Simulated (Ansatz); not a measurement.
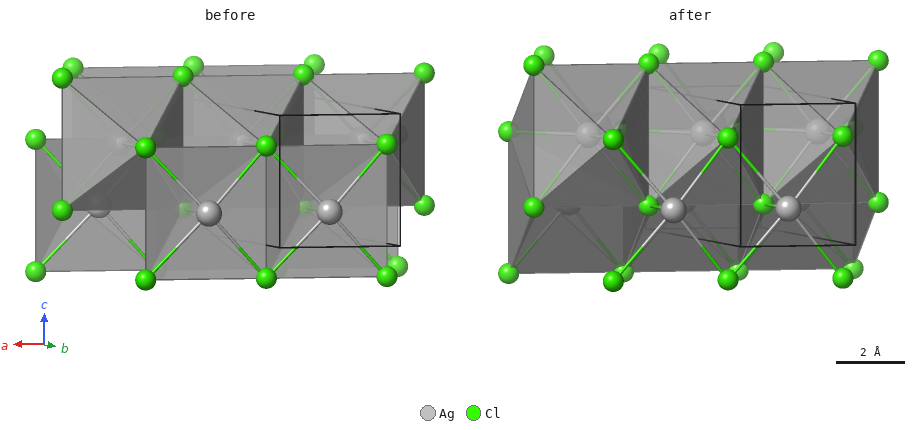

Left: a crystal of AgCl (built on the database structure type) at its r2SCAN-relaxed geometry. Right: the same structure after one change, at the same scale. Style: polyhedral. Shown: the conventional cell (2 times the calculation's cell), repeated 2 × 1 × 1 with one cell outlined, from a free direction. Lengths and directions refer to the drawn axes.

Level of theory: DFT, r2SCAN, plane waves, PAW in Ansatz 0.2.0. Settings: plane-wave cutoff 500 eV; k-point mesh 8 × 8 × 6; occupations fixed; no spin polarisation.

> What was changed?

The cell is strained by +7.3 % along c and −4.9 % across it (volume −2.9 %). The atoms and the free axis were relaxed with r2SCAN under that strain, and this is a single point on that geometry.

> And its effect?

Some distances before and after: Ag–Cl 3.238 → 3.056 Å, Ag–Cl 2.908 → 2.798 Å, Ag–Cl 2.732 → 2.779 Å. The space group stays Cmcm (No. 63). The energy rises by 8.5 meV per atom. Pressure: 0.0 GPa before, 0.9 GPa after. The principal stresses (compression positive) are 1.6 GPa along a, 1.0 GPa along b, none along the third axis. The forces stay under 0.01 eV/Å. The band gap goes from 1.01 to 1.14 eV.
